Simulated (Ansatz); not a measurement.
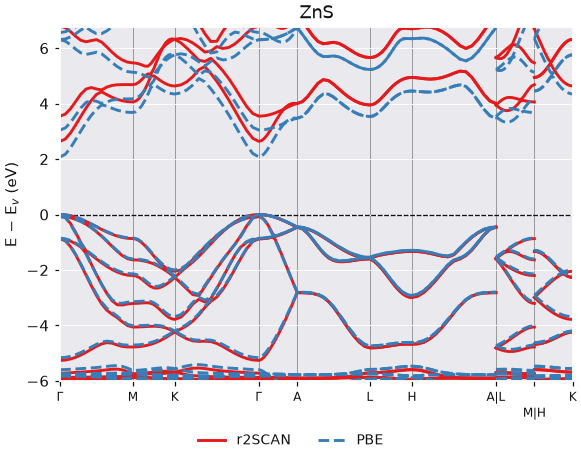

Band structures of ZnS, space group P6_3mc (No. 186), 4 atoms in the cell, by two methods on the same cell. Each is counted from its own valence-band top.

> How do the methods compare?

r2SCAN gives a gap of 2.64 eV along the path and PBE gives a gap of 2.08 eV along the path. Over the top 3 filled bands the two differ by 0.03 eV on average.

Settings. r2SCAN: DFT r2SCAN, scalar-relativistic, plane waves, PAW, no spin polarisation, 9×9×6 k mesh, 500 eV cutoff, Gaussian smearing of 0.02 eV (Ansatz 0.2.0). PBE: DFT PBE, scalar-relativistic, plane waves, PAW, no spin polarisation, 9×9×6 k mesh, 420 eV cutoff, Gaussian smearing of 0.02 eV (Ansatz).
